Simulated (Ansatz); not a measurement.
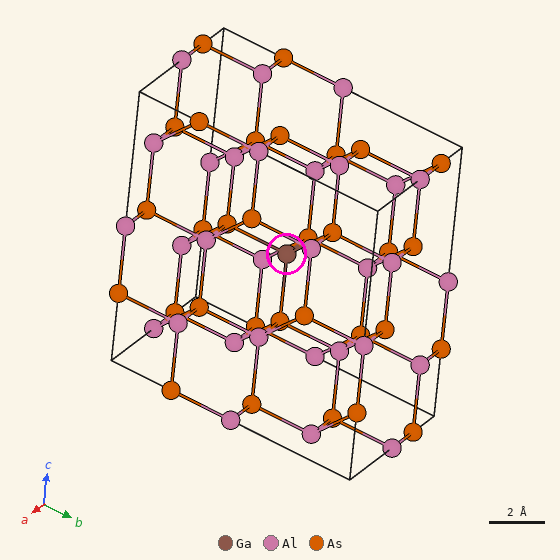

This ball-and-stick model is shown slightly off an axis. The wireframe shows the supercell. The host is AlAs, in a cell of 32 sites, and the cell is neutral. A ring marks the defect's site.

What imperfection does the supercell contain?

Answer. Gallium on an aluminium site (a substitutional impurity). It is bonded to four As in a tetrahedral arrangement at about 2.5 Å.

The atoms were relaxed in the host's cell with DFT PBE, scalar-relativistic, plane waves, PAW (Ansatz 0.2.0).
